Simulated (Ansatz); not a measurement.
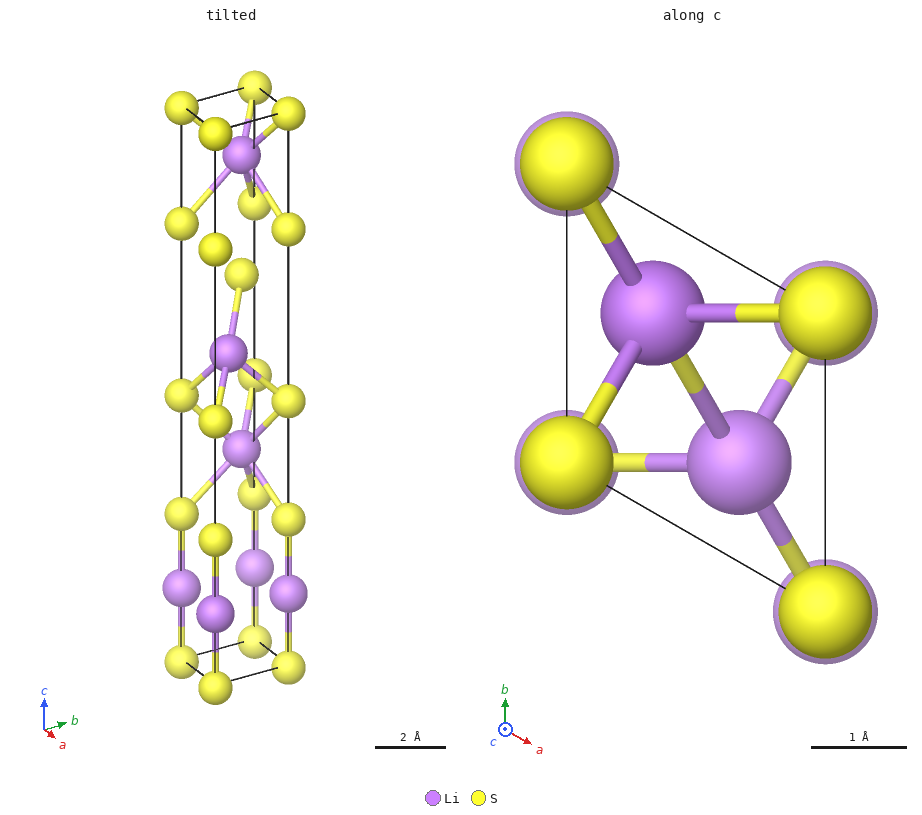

The image is a ball-and-stick drawing of a crystal, viewed slightly off an axis and along the c axis. Lines trace the edges of the conventional unit cell. Cell: a = 3.14 Å, b = 3.14 Å, c = 16.46 Å, α = 90.00°, β = 90.00°, γ = 120.00°.

The structure comes from a structure type filled with these elements by a generator (whether the compound takes this form wasn't checked). Earlier steps of the study may have refined or changed the cell and positions. It went into a calculation with Ansatz.

**Describe the arrangement of the atoms.**

The formula is Li₄S₅. It is primitive hexagonal, space group P3m1 (No. 156). Cell content 4 Li, 5 S; Z = 1. Neighbours within bonding distance: Li 2 to 6 (mean 5.0) and S 3 to 6 (mean 4.0). The bonds build Li4S5 layers parallel to (001).

The numbers come from DFT PBE+D3(BJ), scalar-relativistic, plane waves, PAW in Ansatz 0.2.0, using E_cut = 420 eV, 12×12×4 k-mesh, Gaussian smearing of 0.1 eV, no spin polarisation.

**What is the band gap, if any?**

A metal: bands cross the Fermi level.

**State the Bader charges by element.**

Li +0.86 e; S -0.98 to -0.32 e.

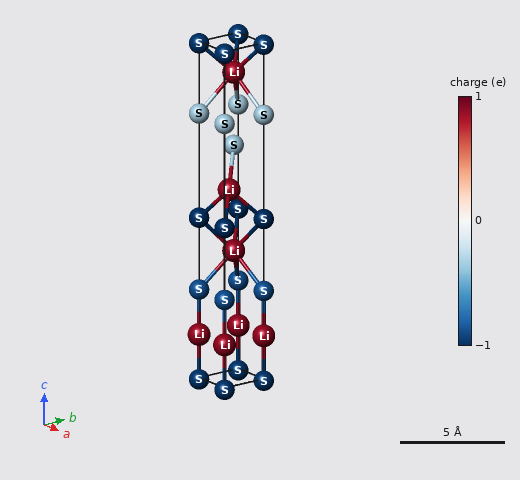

The atoms coloured by those charges. The run's cell of 9 atoms is drawn.

**Are forces and stress small enough to call this relaxed?**

Yes. The largest force is 0.01 eV/Å. The pressure is 0.0 GPa, close to zero.
